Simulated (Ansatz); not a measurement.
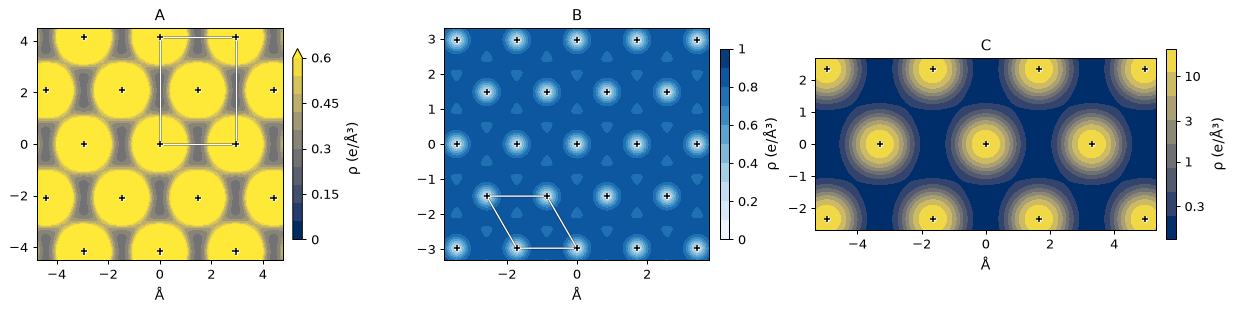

The valence electron density of 3 systems, each on a plane through atoms (crosses mark nuclei in the plane).

These are results of DFT, PBE, plane waves (420 eV) with PAW, scalar-relativistic (Ansatz), not measurements.

System 1: Ag, the (110) plane of the conventional cell. Space group Im-3m; set up as Ag, bcc; a generated structure, not necessarily the stable one; changed on purpose from its base cell (volume × 1.0); computed without spin polarisation.

System 2: B, the (001) plane of the conventional cell. Space group P6₃/mmc; set up as B, dhcp; a generated structure, not necessarily the stable one; changed on purpose from its base cell (volume × 1.0).

System 3: Rh, the (101) plane of the conventional cell. Space group Im-3m; set up as Rh, bcc; a generated structure, not necessarily the stable one; changed on purpose from its base cell (volume × 0.88); computed pressure about 41 GPa in this cell; computed without spin polarisation.

```
Rh
1.0
     2.94424    0.00000    0.00000
     0.00000    2.94424    0.00000
     0.00000    0.00000    2.94424
Rh
2
Cartesian
  0.0000 0.0000 0.0000
  1.4721 1.4721 1.4721
```

Question: Which map belongs to which system?

Answer: Panel A is system 3, Rh: the plane holds Rh. Rh–Rh (2.55 Å): ρ is about 0.47 e/Å³ halfway. Panel B is system 2, B: the plane holds B. B–B (1.72 Å): the density is about 0.82 e/Å³ at the midpoint. Panel C is system 1, Ag: the plane holds Ag. Ag–Ag (2.86 Å): ρ is about 0.22 e/Å³ halfway.
